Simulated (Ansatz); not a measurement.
# Band-structure calculation of BeSe

The run: band-structure calculation of BeSe (F-43m, 2 atoms in the cell). Method and program: DFT PBE, spin-orbit coupling, plane waves, PAW (Ansatz 0.2.0).

The structure derives from an entry of the Crystallography Open Database.

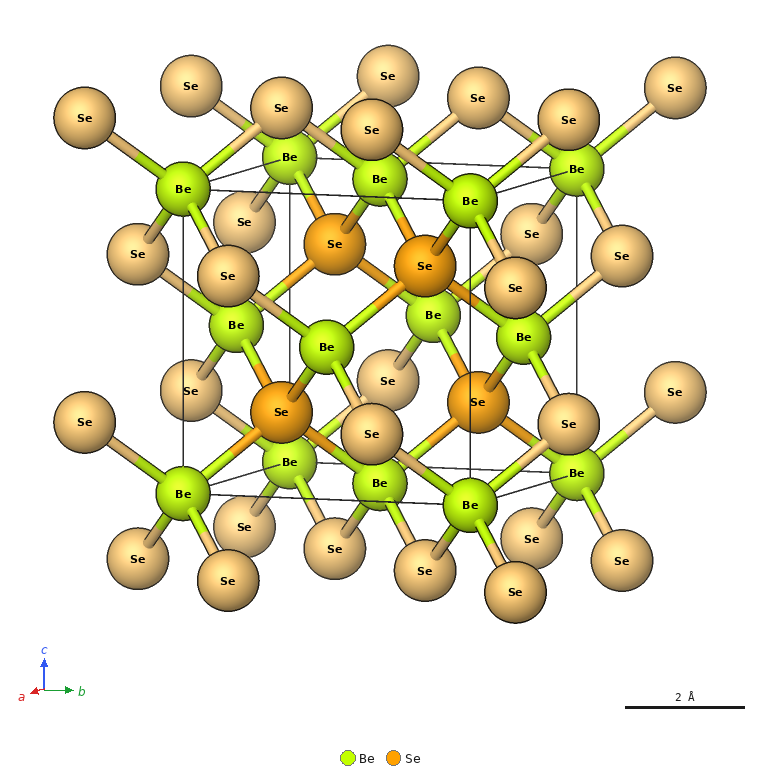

The input geometry (ball-and-stick view of the cell 4 times as large as that of the calculation, set on its symmetry axes, seen slightly off an axis; neighbours outside the cell are drawn fainter).

### Results in brief

- outcome: converged
- space group (tolerance 0.01 Å): F-43m (216)
- electrons treated: 18
- free energy: −5563.5996 eV
- Fermi energy: 8.130 eV
- gap on the k-point mesh: 2.53 eV
- gap on the band path: 2.53 eV
- net moment of the cell: 0.00 μB
- integrated absolute moment: 0.00 μB
- pressure: 0.01 GPa
- largest force (length of the vector): under 0.001 eV/Å
- hardware: 1 thread of Arm Neoverse V2, 24 GiB of memory available, shared host
- wall time: 12 s
- peak memory: 0.39 GiB

### Input file
```yaml
crystal:
  lattice:
    - [0.0, 2.5888345899, 2.5888345899]
    - [2.5888345899, 0.0, 2.5888345899]
    - [2.5888345899, 2.5888345899, 0.0]
  atoms:
    - { symbol: Be, position: [0.0, 0.0, 0.0] }
    - { symbol: Se, position: [0.25, 0.25, 0.25] }
basis:
  ecutwfc: 420
kpoints:
  mp_grid: { grid: [8, 8, 8] }
  band_path:
    path:
      - [[0.0, 0.0, 0.0], [-0.5, -0.5, 0.0], [-0.375, -0.375, 0.25]]
      - [[-0.375, 0.0, 0.375], [0.0, 0.0, 0.0], [0.0, 0.0, 0.5], [-0.5, -0.25, 0.25], [-0.5, -0.5, 0.0]]
    npoints: 10
hamiltonian:
  xc: pbe
scf:
  occupations: { method: gaussian, width: 0.02 }
output:
  forces: true
  stress: true
  eigenvalues: true
  populations: true
  dos: { projected: true, de: 0.02 }
  bader: false
  write_density: true
  write_potential: true
  elf: true
  volumetric_format: npy
magnetization:
  noncollinear: true
  spin_orbit: true
```

Run as:
```bash
ansatz run input.yaml --threads 1 --pin off --max-ram 2560MiB --backend cpu --events-out ev --progress --plain --runs-dir out
```

### The program's output
```
Engine: ansatz 0.2.0, aarch64-unknown-linux-gnu
Pseudopotentials: kind: paw_fr
Pseudopotential: Be, paw_fr, valence charge 2, recommended cutoff 420 eV (normal), Be.paw.azcp#standard-fr
Pseudopotential: Se, paw_fr, valence charge 16, recommended cutoff 420 eV (normal), Se.paw.azcp#standard-fr
Functional definition: PBE
  parameter kappa = 0.804
  parameter beta = 0.06672455060314922
  exchange = pbe_x(kappa = kappa, mu = beta*pi^2/3)
  correlation = pbe_c(beta = beta)
non-collinear run that drives no moment, with spin-orbit: no starting moment large enough to seed its density (crystal.atoms[].spin), no starting occupations that ask for one, no magnetisation constraint and no magnetic field, so the semilocal B_xc is pinned to zero
Crystal: 2 atoms, lattice volume = 34.701 Å³
Basis set: ecut = 420 eV, 645 PW (Γ), exchange–correlation on 50×50×50 points (8 copies of the dense FFT grid, shifted against one another)
Bands: 26, of which v1, the nominal top of the filled ones, is band 18 counted from 1 (17 counted from 0)
Symmetry: 24 space group operations + 24 with time reversal
Magnetic group: BNS 216.75 (UNI 1577), of the structure as read, at distance tolerance 3.3e-5 Å
k-points: 29 of 512 (time reversal used)
Projection manifold: j_resolved (fully-relativistic pseudo-atomic orbitals)
Non-local potential: Be, projectors of the file, l = 0: 2, l = 1: 4, l = 2: 2
Non-local potential: Se, projectors of the file, l = 0: 2, l = 1: 4, l = 2: 6, l = 3: 2
PAW form: soft (Blöchl's): semilocal exchange-correlation on the pseudo side does not see the compensation charge
PAW one-centre angular grid: Be, 110 points (default); XC on 64 Gauss nodes
PAW one-centre angular grid: Se, 590 points (default); XC on 96 Gauss nodes
Initial density: superposition of atomic densities (chi_scale 0.1, normalization cell, long waves kept (reshape's long-wave potential 0.00 eV rms))
Initial wavefunctions: pseudopotential atomic-orbital guess
Functional: x = pbe(κ = 0.804, μ = 0.2195149727645171), c = pbe(β = 0.06672455060314922)
SCF iter   1: F=—  HF=-5563.697849 eV  |F-HF|=—  |Δ(HF+E_count)|=         —  Δρ=3.55e-2  dr2=4.23e-1  dr2_m=0.00e0 (ungated)  ethr=3.10e-3  |M|=0.00e0 ∫|m|=0.00e0 μB  |m|>n=0.0e0 m-floor=0.0e0 τ_xc=0.0e0  β_m=0.30  ⟨swp⟩=8.4  Hψ=5452  notcnv=0
preconditioner: auto → none  [insulator: Δε(μ)=2.624 eV  Ē_g=12.010 eV  σ=0.020 eV  W_gap=1.00  n_scr=14 (ndim 8)  ℏωp=17.8 eV  f_vac=0.000  D(μ)=0.00/eV (n_scr^D=0)  ε∞_Penn≈3.2]
SCF iter   2: F=—  HF=-5563.630115 eV  |F-HF|=—  |Δ(HF+E_count)|=   6.77e-2  Δρ=2.36e-2  dr2=1.73e-1  dr2_m=0.00e0 (ungated)  ethr=2.35e-3  |M|=0.00e0 ∫|m|=0.00e0 μB  |m|>n=0.0e0 m-floor=0.0e0 τ_xc=0.0e0  β_m=0.56  ⟨swp⟩=1.7  Hψ=1058  notcnv=0  defer=66
SCF iter   3: F=—  HF=-5563.599272 eV  |F-HF|=—  |Δ(HF+E_count)|=   3.08e-2  Δρ=2.32e-3  dr2=1.81e-3  dr2_m=0.00e0 (ungated)  ethr=9.62e-4  |M|=0.00e0 ∫|m|=0.00e0 μB  |m|>n=0.0e0 m-floor=0.0e0 τ_xc=0.0e0  β_m=0.60  ⟨swp⟩=2.0  Hψ=964  notcnv=0  defer=86
SCF iter   4: F=—  HF=-5563.599570 eV  |F-HF|=—  |Δ(HF+E_count)|=   2.98e-4  Δρ=1.12e-3  dr2=2.00e-4  dr2_m=0.00e0 (ungated)  ethr=1.01e-5  |M|=0.00e0 ∫|m|=0.00e0 μB  |m|>n=0.0e0 m-floor=0.0e0 τ_xc=0.0e0  β_m=0.61  ⟨swp⟩=3.0  Hψ=1336  notcnv=0  defer=86
SCF iter   5: F=—  HF=-5563.599611 eV  |F-HF|=—  |Δ(HF+E_count)|=   4.10e-5  Δρ=2.30e-4  dr2=8.66e-6  dr2_m=0.00e0 (ungated)  ethr=1.11e-6  |M|=0.00e0 ∫|m|=0.00e0 μB  |m|>n=0.0e0 m-floor=0.0e0 τ_xc=0.0e0  β_m=0.69  ⟨swp⟩=2.8  Hψ=1166  notcnv=0  defer=86
SCF iter   6: F=—  HF=-5563.599616 eV  |F-HF|=—  |Δ(HF+E_count)|=   5.44e-6  Δρ=1.90e-5  dr2=6.78e-8  dr2_m=0.00e0 (ungated)  ethr=5.56e-10  |M|=0.00e0 ∫|m|=0.00e0 μB  |m|>n=0.0e0 m-floor=0.0e0 τ_xc=0.0e0  β_m=0.85  ⟨swp⟩=10.8  Hψ=5643  notcnv=0
SCF iter   7: F=-5563.599617 eV  HF=-5563.599617 eV  |F-HF|=2.86e-10  |Δ(HF+E_count)|=   1.29e-7  Δρ=1.56e-6  dr2=8.57e-10  dr2_m=0.00e0 (ungated)  ethr=3.77e-10  |M|=0.00e0 ∫|m|=0.00e0 μB  |m|>n=0.0e0 m-floor=0.0e0 τ_xc=0.0e0  ⟨swp⟩=5.4  Hψ=3794  notcnv=0
SCF 1 converged in 7 iterations: F = -5563.599617 eV  dr2 = 8.57e-10
  greatest PAW one-centre occupation: 0.999 electrons in one spin orbital (limit 2), on the Se atom at site 1 (counted from 0), in its partial waves of l = 2
NSCF: frozen V_eff on 62 k-points
SCF converged after 7 iterations
Magnetization: |M| = 0.0000 μB,  M = (+0.0000, +0.0000, +0.0000) μB
Absolute magnetization: 0.0000 μB (∫|m|)
  site 0: m = (+0.0000, +0.0000, +0.0000) μB, |m| = 0.0000 μB  (R = 0.92 Å)
  site 1: m = (+0.0000, +0.0000, +0.0000) μB, |m| = 0.0000 μB  (R = 0.92 Å)
Free energy (F): -5563.599617 eV
Harris-Foulkes:  -5563.599617 eV  (|F-HF|=2.86e-10)
Internal energy: -5563.599617 eV  (E = F + TS)
E sigma→0 (E₀):  -5563.599617 eV
Fermi energy:    8.130129 eV
--- Per-component energies (eV) ---
  E_band       = -386.990980
  E_kinetic    = 138.825151
  E_local      = -2540.641452  (includes V_loc(G=0)·N_el)
  E_nonlocal   = -591.625518
  E_hartree    = 1253.631487
  E_xc         = -123.947490
  E_vxc        = -119.014346  (∫ρ·V_xc dr)
  E_paw        = -1970.844445  (= ΣΔE_a)
  E_vpaw       = 218.201875  (= ΣTr[D̂ρ^β])
  E_aug_tail   = -0.000539  (compensation charges beyond the density's cutoff)
  E_ewald      = -1728.996810
  E_smearing   = -0.000000  (= −TS)
  E_closure    = -0.000000  (closes the sum)
  Σ components = -5563.599617   (vs F -5563.599617, Δ=0.00e0)
--- Forces (eV/Å), atoms counted from 1 ---
  atom   1  Be     0.00000000    -0.00000000     0.00000000
  atom   2  Se    -0.00000000    -0.00000000    -0.00000000
  max |Σ_I F_I| component: 3.34e-16 eV/Å
--- Stress (GPa, compression-positive) ---
        0.012444       0.000000      -0.000000
       -0.000000       0.012444       0.000000
       -0.000000       0.000000       0.012444
  P = ⅓ Tr σ = 0.0124 GPa (0.124 kbar)
--- Band table (eV; the first three rows and the last of 29) ---
  k-point 0: bands = ["-40.4504", "-40.4504", "-40.4504", "-40.4504", "-39.5596", "-39.5596", "-39.5561", "-39.5561", "-39.5561", "-39.5561", "-6.9503", "-6.9503", "6.4275", "6.4275", "6.8640", "6.8640", "6.8640", "6.8640", "10.9465", "10.9465", "11.7323", "11.7323", "11.7536", "11.7536", "11.7536", "11.7536"]
  k-point 1: bands = ["-40.4503", "-40.4503", "-40.4503", "-40.4503", "-39.5595", "-39.5595", "-39.5561", "-39.5561", "-39.5560", "-39.5560", "-6.8016", "-6.8016", "5.4009", "5.4009", "6.4051", "6.4051", "6.6538", "6.6539", "11.2244", "11.2244", "12.0708", "12.0708", "12.0978", "12.1010", "12.7833", "12.7833"]
  k-point 2: bands = ["-40.4503", "-40.4503", "-40.4500", "-40.4500", "-39.5592", "-39.5592", "-39.5561", "-39.5561", "-39.5557", "-39.5557", "-6.3981", "-6.3981", "3.3794", "3.3794", "5.9890", "5.9890", "6.2419", "6.2421", "11.1485", "11.1485", "12.6042", "12.6042", "12.6401", "12.6451", "14.9352", "14.9352"]
  k-point 28: bands = ["-40.4499", "-40.4498", "-40.4498", "-40.4497", "-39.5587", "-39.5586", "-39.5557", "-39.5556", "-39.5556", "-39.5556", "-5.1827", "-5.1826", "2.3101", "2.4670", "2.9101", "3.1060", "3.5308", "3.5446", "12.8478", "12.8518", "13.7893", "13.7902", "14.1065", "14.1124", "14.5762", "14.7048"]
--- Löwdin populations: 2 sites ---
  site symbol       q [e]
     0     Be      0.6136
     1     Se     17.0580
  spilling = 0.018244 (of n_electrons = 18.000000)
```

### File populations.tsv
```
# site	symbol	l	j	q
# orbitals = lowdin
# n_electrons = 18.000000
# spilling = 0.018244
0	Be	0_2S	0.5	0.613598
1	Se	0_4S	0.5	1.838145
1	Se	1_4P	0.5	1.750318
1	Se	1_4P	1.5	3.469641
1	Se	2_3D	1.5	3.999957
1	Se	2_3D	2.5	5.999943
```

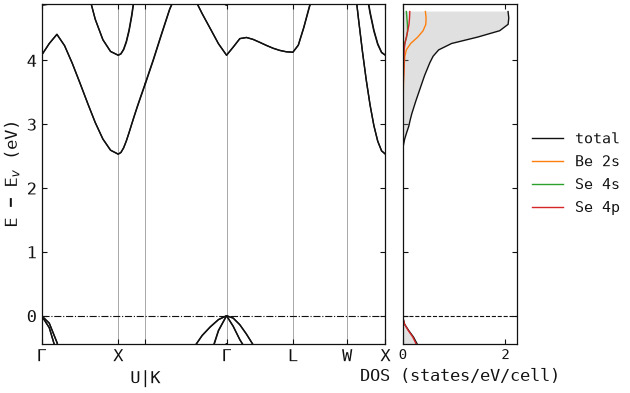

Band structure along Γ–X–U|K–Γ–L–W–X and density of states (projected on Löwdin-orthogonalised atomic shells), with energies from the valence-band top. There is a gap of 2.53 eV on this path, indirect, from Γ to X.

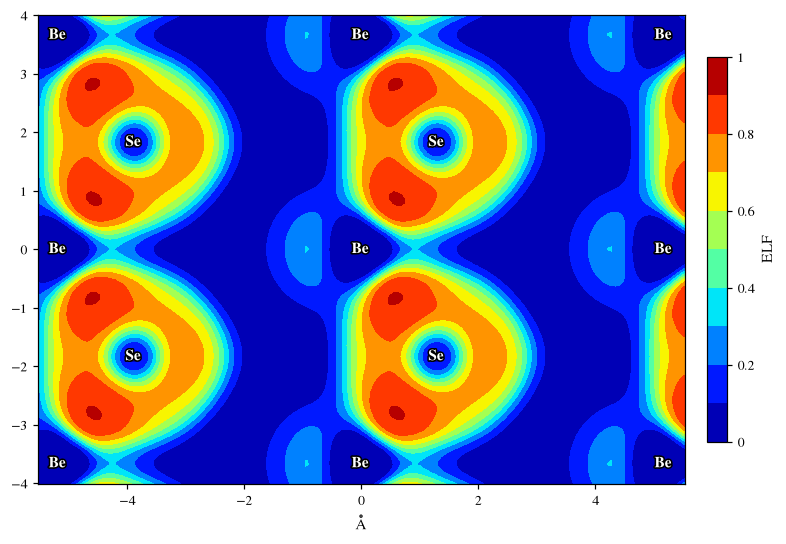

ELF on the (110) plane of the conventional cell. The plane passes through Be and Se nuclei. Be–Se (2.24 Å): the ELF peaks at about 0.90 between the atoms (a polar covalent bond). Core electrons are frozen (PAW), so the fields are smoothed inside the atomic spheres.

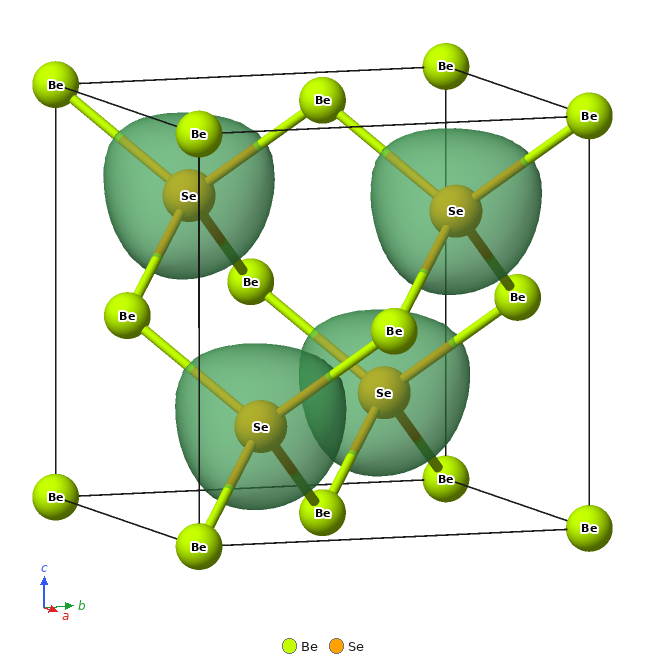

Isosurface of the valence pseudo-density at 0.5 e/Å³ (green), seen slightly off an axis. Sticks mark near contacts. The outline is the cell set on symmetry axes. At this value the density breaks into separate islands; it holds about 75 % of the electrons treated as valence. It is pinched off along the Be–Se (2.24 Å) contacts. On the grid the lowest density along these lines, outside the cores, is 0.37 e/Å³ (Be–Se, 2.24 Å).
